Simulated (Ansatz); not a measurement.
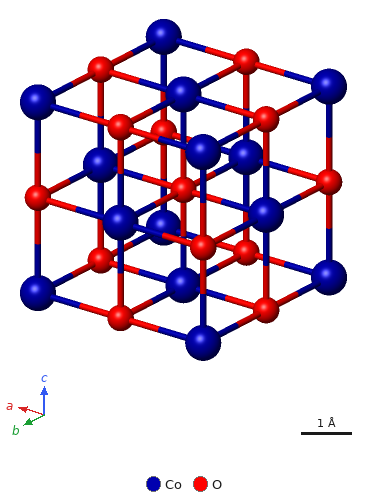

Normal modes of a crystal of CoO, space group Fm-3m (No. 225), at the zone centre of a doubled cell. A ball-and-stick model of the conventional cell (2 times the calculation's cell), seen from a free direction. Lengths and directions refer to the drawn axes.

These are results of DFT PBEsol, scalar-relativistic, plane waves, PAW (Ansatz 0.2.0), not measurements. (plane-wave cutoff 420 eV; k-point mesh 20 × 20 × 14; occupations gaussian; smearing width 0.15 eV; collinear spin)

Question: Give the spectrum at this point.

Answer: The calculation's cell holds 4 atoms, so there are 9 modes besides the translations, in 6 levels. Two levels are unstable (imaginary frequency).

```json
{"level": "1", "degeneracy": "1", "frequency (cm⁻¹)": "123i", "origin": "zone boundary"}
{"level": "2", "degeneracy": "2", "frequency (cm⁻¹)": "88i", "origin": "zone boundary"}
{"level": "3", "degeneracy": "1", "frequency (cm⁻¹)": "178", "origin": "zone centre"}
{"level": "4", "degeneracy": "2", "frequency (cm⁻¹)": "179", "origin": "zone centre"}
{"level": "5", "degeneracy": "2", "frequency (cm⁻¹)": "305", "origin": "zone boundary"}
{"level": "6", "degeneracy": "1", "frequency (cm⁻¹)": "388", "origin": "zone boundary"}
```

The modes drawn as arrows (one member of each degenerate set):

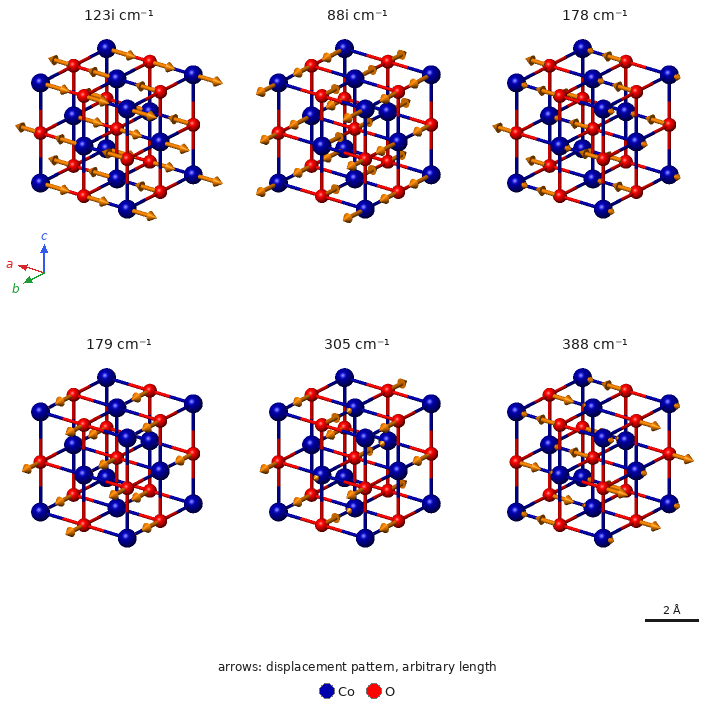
